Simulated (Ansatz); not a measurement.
System: Sn.

Input file:

```
crystal:
  lattice:
    - [-1.59075, 1.59075, 2.91565]
    - [1.59075, -1.59075, 2.91565]
    - [1.59075, 1.59075, -2.91565]
  atoms:
    - { symbol: Sn, position: [0.0, 0.0, 0.0] }
basis:
  ecutwfc: 420
kpoints:
  mp_grid: { grid: [18, 18, 18] }
hamiltonian:
  xc: lda
scf:
  occupations: { method: gaussian, width: 0.1 }
output:
  forces: true
  stress: true
  eigenvalues: true
  write_density: true
  write_potential: true
  elf: true
  volumetric_format: npy
relax:
  adjacent_minimum: "off"
  f_tol: 0.005
  max_steps: 80
  cell: { stress_tol: 0.05 }
```

Command:

```sh
ansatz run input.yaml --threads 1 --pin off --max-ram 3072MiB --backend cpu --events-out ev --progress --plain --runs-dir out
```

Below, planes, directions and counts refer to the conventional cell (a = 3.20 Å, b = 3.20 Å, c = 5.05 Å, α = 90.00°, β = 90.00°, γ = 90.00°).

The fields are those of the run's last geometry, not of the input's.

Space group I4/mmm.

All numbers below come from Ansatz, DFT LDA, scalar-relativistic, plane waves, PAW.

### Predict the valence pseudo-density and electron localisation function between the atoms.

Sn–Sn (3.20 Å): ρ is about 0.18 e/Å³ halfway; the ELF is about 0.35 at the midpoint.

### Does the calculation give a band gap?

It is gapless in this calculation (a metal or semimetal).

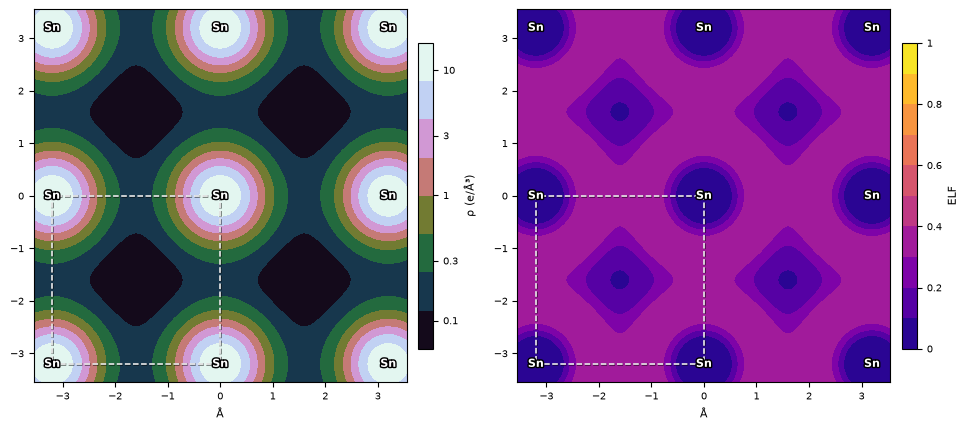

Computed valence pseudo-density and electron localisation function on the (001) plane of the conventional cell, in this order. 
